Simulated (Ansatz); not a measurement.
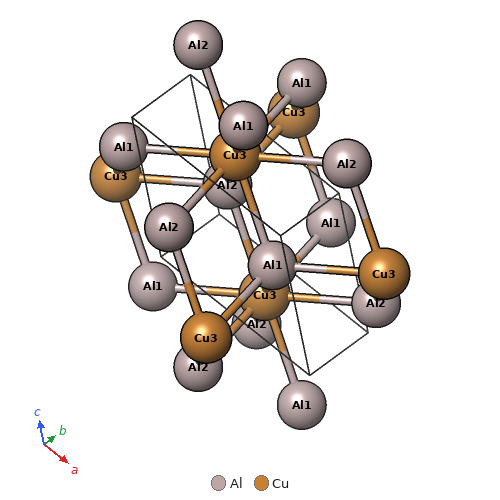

The system is Al₂Cu (Fm-3m, No. 225; 3 atoms in the cell); the picture shows the reference structure. The energy is mapped over the lattice constants a and c of the conventional cell. First axis: lattice constant a (and b). Second axis: lattice constant c. Nothing is relaxed (symmetry fixes all fractional coordinates). The scan uses a 7 × 7 grid. Points are written as (first, second). All energies are given in meV/atom relative to the lowest grid point. These are results of DFT PBE, scalar-relativistic, plane waves, PAW (Ansatz 0.2.0), not measurements. Settings: cutoff 520 eV, k-mesh 14×14×14, gaussian smearing 0.15 eV, no spin polarisation.

Its coordinates:

```
CELL_PARAMETERS angstrom
-2.04460 2.04460 2.89140
2.04460 -2.04460 2.89140
2.04460 2.04460 -2.89140
ATOMIC_POSITIONS crystal
Al 0.75000 0.25000 0.50000
Al 0.25000 0.75000 0.50000
Cu 0.50000 0.50000 0.00000
```

Range: lattice constant a (and b) from 5.378 to 6.188 Å; lattice constant c from 5.494 to 6.072 Å.

Question: What will the energy surface look like?

Answer: The lowest grid point is at (5.783 Å, 5.783 Å). No other kind of well shows on this grid. The highest grid point, (5.378 Å, 5.494 Å), lies 221 meV/atom above the lowest. Round the minimum the valley is somewhat tilted: raising lattice constant a (and b) shifts the best value of lattice constant c downwards (coupling k₁₂/√(k₁₁k₂₂) about 0.5).

```
lattice constant c ↓, lattice constant a (and b) →  5.378  5.513  5.648  5.783  5.918  6.053  6.188
                                             6.072     93     38     15     17     41     84    139
                                             5.976    102     40     10      8     28     67    119
                                             5.879    115     46     10      2     18     53    102
                                             5.783    133     56     13      0     11     42     89
                                             5.686    156     71     21      2      9     36     78
                                             5.590    186     91     35     10     11     33     72
                                             5.494    221    118     54     23     19     37     71
```

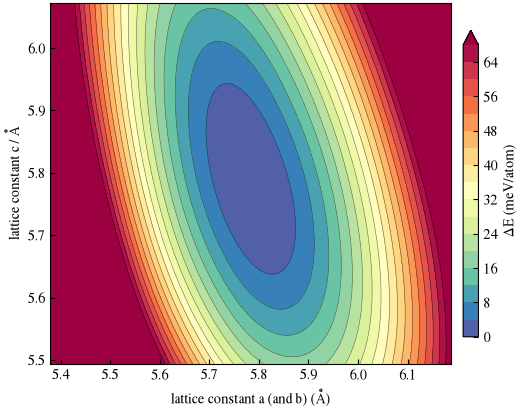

Drawn: filled contours, one colour for all values above the top of the scale. Between grid points the surface is interpolated.

Time for the 49 points that were run: 14 min on 2 threads of Arm Neoverse N1, on a shared host.

PAW datasets: the set soft_1.
